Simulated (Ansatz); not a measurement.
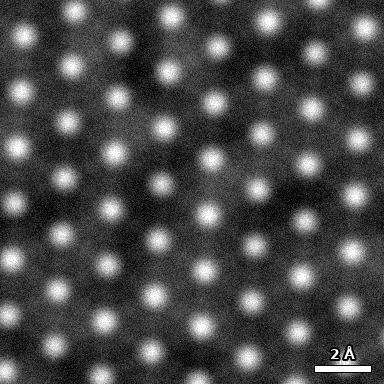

Phase-contrast TEM-like image of Rh (Pm-3m, No. 221). Simulated in the weak-phase-object approximation with neutral-atom potentials: 200 kV, Cs = −15 µm, defocus +74 Å (negative is underfocus), defocus spread 8 Å, aperture 1.22 1/Å. Shot noise and the speckle of an amorphous layer were added. Model: a calculation's starting geometry; the starting structure was generated, so it need not be a known form of this composition.

```
CELL_PARAMETERS angstrom
2.50080 0.00000 0.00000
0.00000 2.50080 0.00000
0.00000 0.00000 2.50080
ATOMIC_POSITIONS crystal
Rh 0.00000 0.00000 0.00000
```

Question: Which beam direction gives this image, [221], [110], [211] or [111]? (Directions equivalent by symmetry count as one.)

Answer: [111]. The projected cells are 1.18 × 1.86 Å, 108° for [221]; 1.77 × 2.50 Å, 90° for [110]; 1.44 × 1.77 Å, 90° for [211]; 2.04 × 2.04 Å, 120° for [111], and the image repeats as the [111] one does.
